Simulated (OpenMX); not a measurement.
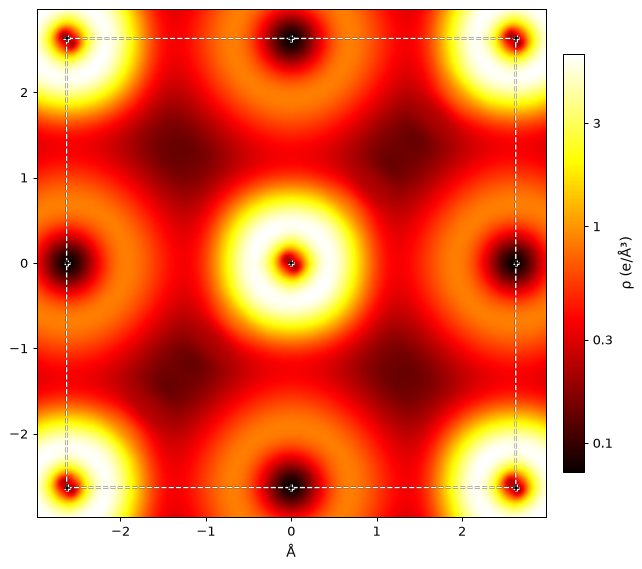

The valence charge density (pseudo) on a plane through atoms (crosses mark nuclei in the plane).

Method: OpenMX, Kohn-Sham DFT of a periodic cell, PBE, OpenMX 2013 PBE set.

Candidates:
A. Ta, a = 3.30 Å, b = 3.30 Å, c = 3.30 Å, α = 90.00°, β = 90.00°, γ = 90.00°. Space group Im-3m; computed pressure about 5 GPa in this cell.
B. Ir, a = 2.45 Å, b = 2.45 Å, c = 23.80 Å, α = 90.00°, β = 90.00°, γ = 90.00°. 
C. MoSe, a = 5.26 Å, b = 5.26 Å, c = 5.26 Å, α = 90.01°, β = 90.01°, γ = 90.01°. Space group Fm-3m; a generated structure, not necessarily the stable one.

Q: Which system is this?

A: Candidate C: MoSe on the (001) plane of the conventional cell, which holds Mo and Se. Mo–Se (2.63 Å): ρ at the midpoint is about 0.36 e/Å³.
